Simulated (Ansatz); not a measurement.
GaN (space group F-43m, No. 216): the geometry relaxed with DFT, HSE06, plane waves, PAW (Ansatz).

```
Ga N
1.0
     4.49791    0.00000    0.00000
     0.00000    4.49791    0.00000
     0.00000    0.00000    4.49791
Ga N
4 4
Cartesian
  0.0000 0.0000 0.0000
  0.0000 2.2490 2.2490
  2.2490 0.0000 2.2490
  2.2490 2.2490 0.0000
  1.1245 1.1245 1.1245
  1.1245 3.3734 3.3734
  3.3734 1.1245 3.3734
  3.3734 3.3734 1.1245
```

Bonds are taken as Ga–N below 2.2 Å. Atoms with one bond or none are removed and atoms with two bonds are replaced by edges, until no such atom is left.

Derive the underlying net.

The result is a uninodal 4-connected, three-periodic net: Ga and N are 4-connected nodes. It is the dia net, known from diamond, zinc blende and cristobalite. It is a single net, without interpenetration.

| node | links | point symbol | coordination sequence |
| --- | --- | --- | --- |
| Ga and N | 4 | 6^6 | 4 12 24 42 64 92 124 162 |

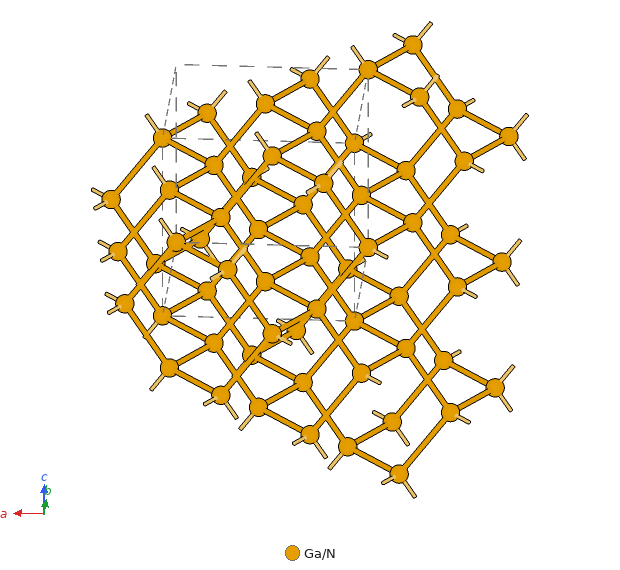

Nodes are coloured by topological kind. Short stubs are edges that leave the cut-out.
